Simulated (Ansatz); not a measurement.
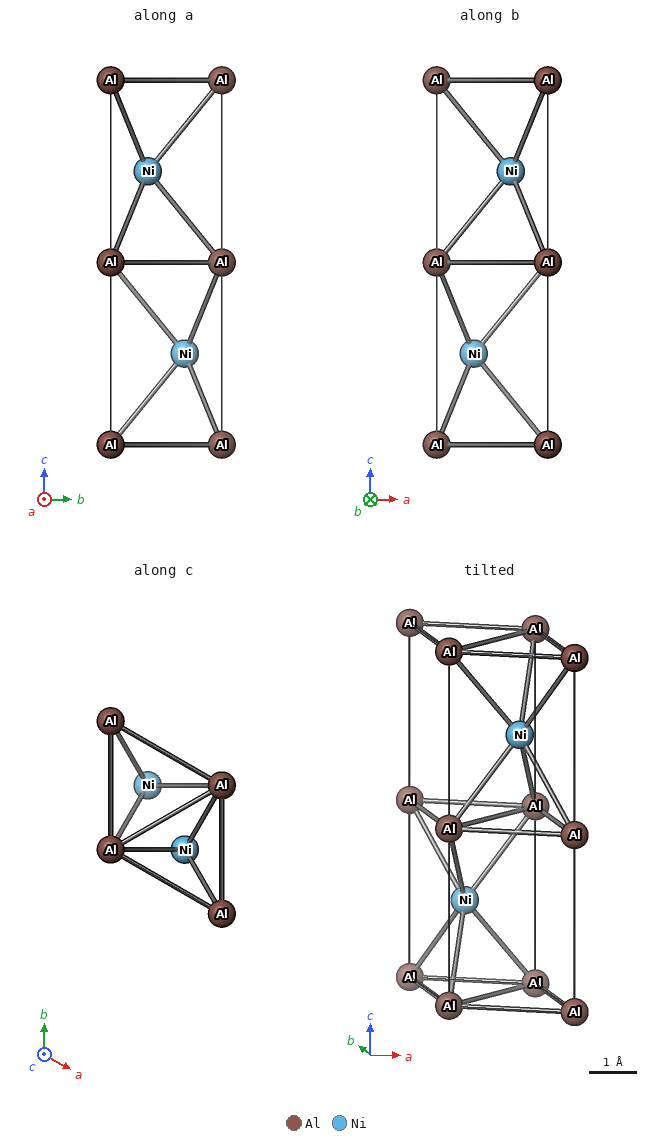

The figure gives a ball-and-stick picture of the atoms, viewed along the a axis, along the b axis, along the c axis and slightly off an axis. Thin lines show the conventional unit cell, with boundary atoms drawn in all their periodic places.

Lattice parameters: a = 2.7357 Å, b = 2.7357 Å, c = 7.7658 Å, α = 90.000°, β = 90.000°, γ = 120.000°.

Question: Reconstruct the structure as a CIF with its space group and independent sites.

Answer:
```cif
data_structure
_symmetry_space_group_name_H-M 'P 63/m m c'
_symmetry_Int_Tables_number 194
_cell_length_a 2.7357
_cell_length_b 2.7357
_cell_length_c 7.7658
_cell_angle_alpha 90.000
_cell_angle_beta 90.000
_cell_angle_gamma 120.000
_cell_volume 50.33
loop_
_atom_site_label
_atom_site_type_symbol
_atom_site_symmetry_multiplicity
_atom_site_Wyckoff_symbol
_atom_site_fract_x
_atom_site_fract_y
_atom_site_fract_z
_atom_site_occupancy
Al1 Al 2 a 0.0000 0.0000 0.0000 1
Ni1 Ni 2 c 0.3333 0.6667 0.2500 1
```

The cell started as a structure type filled with these elements by a generator (whether the compound takes this form wasn't checked). The structure drawn was relaxed with DFT PBE, scalar-relativistic, plane waves, PAW (Ansatz 0.2.0).
